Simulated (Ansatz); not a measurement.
## Ti₃Al: 6 runs along one coordinate

System: Ti₃Al (Pm, 4 atoms in the cell).
Method: DFT LDA, scalar-relativistic, plane waves, PAW, PAW set soft_1, no spin polarisation (Ansatz 0.2.0).

The 6 runs differ only in the geometry, by a shift of atoms along one path in a fixed cell. The shift s is measured from run 4: Ti1 moves along the Cartesian direction (0.00, 1.00, 0.00), and Ti2, Ti3 and Al4 with it in fixed proportion. The structure derives from a Materials Project entry.

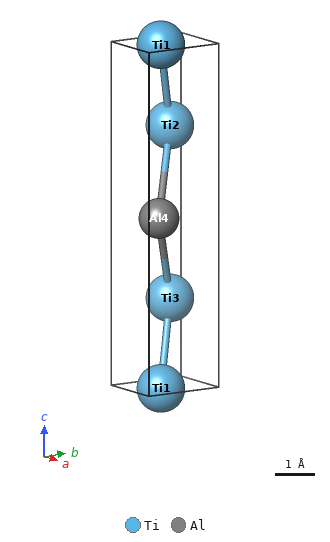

Figure 1. The structure of run 4 (ball-and-stick view of the cell of the calculation, seen slightly off an axis; atoms are numbered from 1 in the order of the input).

## Input of run 4
```yaml
crystal:
  lattice:
    - [2.8609400907, 0.0, 0.0]
    - [-1.4304700453, 2.4776467973, 0.0]
    - [0.0, 0.0, 9.0513401041]
  atoms:
    - { symbol: Ti, position: [0.6010274857, 0.3866096922, 0.0] }
    - { symbol: Ti, position: [0.3560733873, 0.6482095918, 0.751522362] }
    - { symbol: Ti, position: [0.3560733873, 0.6482095918, 0.248477638] }
    - { symbol: Al, position: [0.7024301704, 0.3043057125, 0.5] }
basis:
  ecutwfc: 520.0
kpoints:
  mp_grid: { grid: [15, 15, 6] }
hamiltonian:
  xc: lda
  pseudopotentials: { kind: paw, azcp: { folder: soft_1 } }
scf:
  occupations: { method: gaussian, width: 0.15 }
output:
  forces: true
  stress: true
  eigenvalues: true
```

Command:
```bash
ansatz run input.yaml --threads 2 --pin off --max-ram 4096MiB --backend cpu --events-out ev --progress --plain --runs-dir out
```

Run 3 differs from it as follows:
```diff
-    - { symbol: Ti, position: [0.6010274857, 0.3866096922, 0.0] }
-    - { symbol: Ti, position: [0.3560733873, 0.6482095918, 0.751522362] }
-    - { symbol: Ti, position: [0.3560733873, 0.6482095918, 0.248477638] }
-    - { symbol: Al, position: [0.7024301704, 0.3043057125, 0.5] }
+    - { symbol: Ti, position: [0.5743893062, 0.3333333333, 0.0] }
+    - { symbol: Ti, position: [0.3653019247, 0.6666666667, 0.751522362] }
+    - { symbol: Ti, position: [0.3653019247, 0.6666666667, 0.248477638] }
+    - { symbol: Al, position: [0.7169439808, 0.3333333333, 0.5] }
```

## Results, with one run withheld

| run | shift s of Ti1 (Å) | free energy per atom, from the lowest run given (meV) | pressure (GPa) | force along the path (eV/Å) |
| --- | --- | --- | --- | --- |
| 1 | −0.5280 | 30.54 | −1.35 | 0.746 |
| 2 | −0.2640 | 0.00 | −0.51 | 0.194 |
| 3 | −0.1320 | ? | ? | ? |
| 4 | 0.0000 | 6.24 | −0.76 | −0.362 |
| 5 | 0.1320 | 20.97 | −1.11 | −0.502 |
| 6 | 0.2640 | 37.09 | −1.46 | −0.441 |

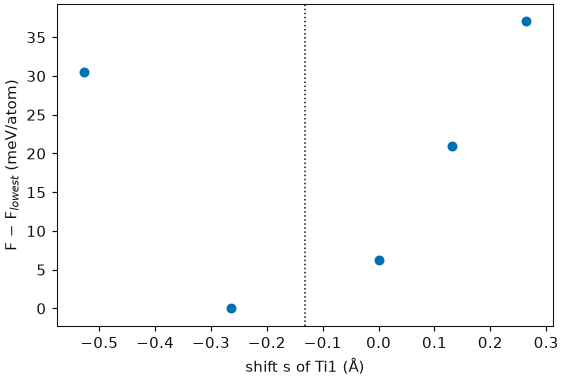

Figure 2. Free energy per atom of the runs given; the dotted line marks run 3.

Fit the runs given and predict run 3.

A cubic polynomial in the coordinate, fitted to the 5 runs given, misses them by at most 0.78 meV per atom. With x = s + 0.0792, it reads F = 1.6982 + 51.732 x + 198.13 x² − 134.96 x³ (meV per atom). At run 3 it gives −0.46 meV per atom, and the run itself gives −1.57. The slope of the fit gives a force −dF/ds of −0.119 eV/Å along the path (summed over the atoms that move), and the printed forces give −0.099 eV/Å. The fit has its minimum at s = −0.1958 Å. So low a polynomial doesn't follow these energies more closely.

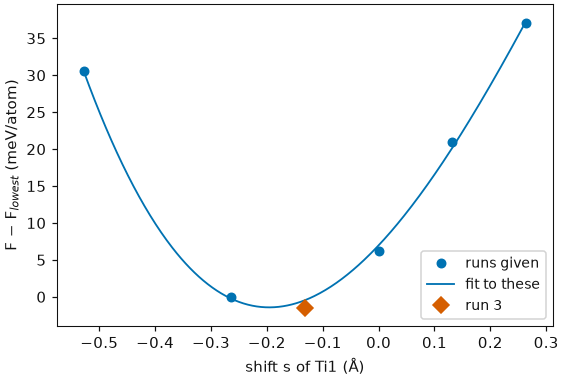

Figure 3. The fit and the withheld run.

## Output, shortened to warnings, some set-up lines, iterations and results (run 3)
```
Warning: [file] the record states the generating functional pbe (its physics header spells it `PBE`), which answers neither for hamiltonian.xc's functional nor for the lda family's — results may be inconsistent (PPs are generated against a specific XC)
Warning: [file] the record states the generating functional pbe (its physics header spells it `PBE`), which answers neither for hamiltonian.xc's functional nor for the lda family's — results may be inconsistent (PPs are generated against a specific XC)
Basis set: ecut = 520 eV, 1737 PW (Γ)
Symmetry: 2 space group operations
k-points: 452 of 1350 (time reversal used)
Initial density: superposition of atomic densities (chi_scale 0.1, normalization cell, long waves kept (reshape's long-wave potential 0.04 eV rms))
[...]
SCF iter   1: F=—  HF=-7865.299495 eV  |F-HF|=—  |Δ(HF+E_count)|=         —  Δρ=5.40e-2  dr2=7.91e0  ethr=3.10e-3  ⟨swp⟩=4.8  Hψ=39991  notcnv=0
SCF iter   2: F=—  HF=-7864.951526 eV  |F-HF|=—  |Δ(HF+E_count)|=   3.48e-1  Δρ=5.88e-2  dr2=1.36e1  ethr=3.10e-3  ⟨swp⟩=2.2  Hψ=23746  notcnv=0  defer=7
SCF iter   3: F=—  HF=-7864.570379 eV  |F-HF|=—  |Δ(HF+E_count)|=   3.81e-1  Δρ=2.51e-2  dr2=2.10e0  ethr=3.10e-3  ⟨swp⟩=3.7  Hψ=23208  notcnv=0  defer=5
SCF iter   4: F=—  HF=-7864.290140 eV  |F-HF|=—  |Δ(HF+E_count)|=   2.80e-1  Δρ=1.28e-2  dr2=2.77e-1  ethr=3.10e-3  ⟨swp⟩=2.6  Hψ=19291  notcnv=0  defer=25
SCF iter   5: F=—  HF=-7864.266380 eV  |F-HF|=—  |Δ(HF+E_count)|=   2.38e-2  Δρ=4.81e-3  dr2=3.22e-2  ethr=7.11e-4  ⟨swp⟩=2.0  Hψ=14316  notcnv=0  defer=20
SCF iter   6: F=—  HF=-7864.262110 eV  |F-HF|=—  |Δ(HF+E_count)|=   4.27e-3  Δρ=1.14e-3  dr2=1.95e-3  ethr=8.26e-5  ⟨swp⟩=1.7  Hψ=11846  notcnv=0  defer=20
SCF iter   7: F=—  HF=-7864.261931 eV  |F-HF|=—  |Δ(HF+E_count)|=   1.79e-4  Δρ=1.55e-4  dr2=1.11e-5  ethr=4.99e-6  ⟨swp⟩=1.6  Hψ=11320  notcnv=0  defer=20
SCF iter   8: F=—  HF=-7864.261926 eV  |F-HF|=—  |Δ(HF+E_count)|=   5.28e-6  Δρ=3.03e-5  dr2=8.07e-7  ethr=2.84e-8  ⟨swp⟩=2.0  Hψ=13895  notcnv=0  defer=20
SCF iter   9: F=-7864.261925 eV  HF=-7864.261925 eV  |F-HF|=3.94e-9  |Δ(HF+E_count)|=   1.87e-7  Δρ=4.15e-6  dr2=5.70e-9  ethr=2.56e-10  ⟨swp⟩=5.7  Hψ=45156  notcnv=0
SCF 1 converged in 9 iterations: F = -7864.261925 eV  dr2 = 5.70e-9
SCF converged after 9 iterations
Free energy (F): -7864.261925 eV
Harris-Foulkes:  -7864.261925 eV  (|F-HF|=3.94e-9)
Internal energy: -7864.213908 eV  (E = F + TS)
E sigma→0 (E₀):  -7864.237917 eV
Entropy (-TS):   -0.048017 eV (-12.004 meV/atom)
Fermi energy:    12.359722 eV
--- Per-component energies (eV) ---
  E_band       = -466.558087
  E_kinetic    = 870.691585
  E_local      = -3662.724170  (includes V_loc(G=0)·N_el)
  E_nonlocal   = 206.600329
  E_hartree    = 1557.774786
  E_xc         = -384.325908
  E_vxc        = -466.597349  (∫ρ·V_xc dr)
  E_paw        = -3427.893709  (= ΣΔE_a)
  E_vpaw       = -530.077203  (= ΣTr[D̂ρ^β])
  E_aug_tail   = -0.000081  (compensation charges beyond the density's cutoff)
  E_ewald      = -3025.370308
  E_core_change = 1.033569  (= ΣΔE_core)
  E_smearing   = -0.048017  (= −TS)
  E_closure    = 0.000000  (closes the sum)
  Σ components = -7864.261925   (vs F -7864.261925, Δ=0.00e0)
--- Forces (eV/Å), atoms counted from 1 ---
  atom   1  Ti     0.38295569    -0.07730192     0.00000000
  atom   2  Ti    -0.14060421     0.05024666     0.00593535
  atom   3  Ti    -0.14060421     0.05024666    -0.00593535
  atom   4  Al    -0.10175296    -0.02319163     0.00000000
  max |Σ_I F_I| component: 5.68e-6 eV/Å
--- Stress (GPa, compression-positive) ---
       -0.334253      -1.564326       0.000000
       -1.564326      -1.011266       0.000000
        0.000000       0.000000      -0.217736
  P = ⅓ Tr σ = -0.5211 GPa (-5.211 kbar)
```

The program warns: the PAW datasets were made with another functional.
